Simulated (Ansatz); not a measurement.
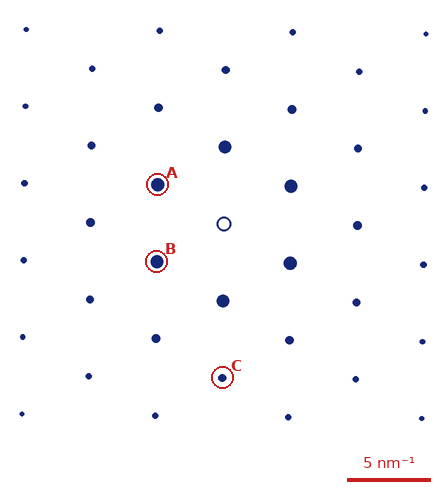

Kinematic zone-axis pattern, calculated for 120 keV electrons with B = 0.8 Å². The zone axis points towards the electron source and the pattern is seen from the source side.

Crystal: Al, space group Fd-3m (No. 227), a = 6.097 Å. Structure: the end point of a relaxation with Ansatz, DFT, RPBE, plane waves (420 eV) with PAW, scalar-relativistic; the starting structure was generated, so it need not be a known form of this composition.

Spot A is indexed 0 -2 2 and spot B 2 -2 0.

**Index the other marked spot.**

C = −2A + 2B = 4 0 -4 (d = 1.078 Å).

**Give [uvw].**

The cross product of A and B is parallel to [111]; every spot obeys hu + kv + lw = 0.

**What are the spacings of A and B and the angle between them?**

d(A) = 2.156 Å, d(B) = 2.156 Å, and the angle is 60.0°.
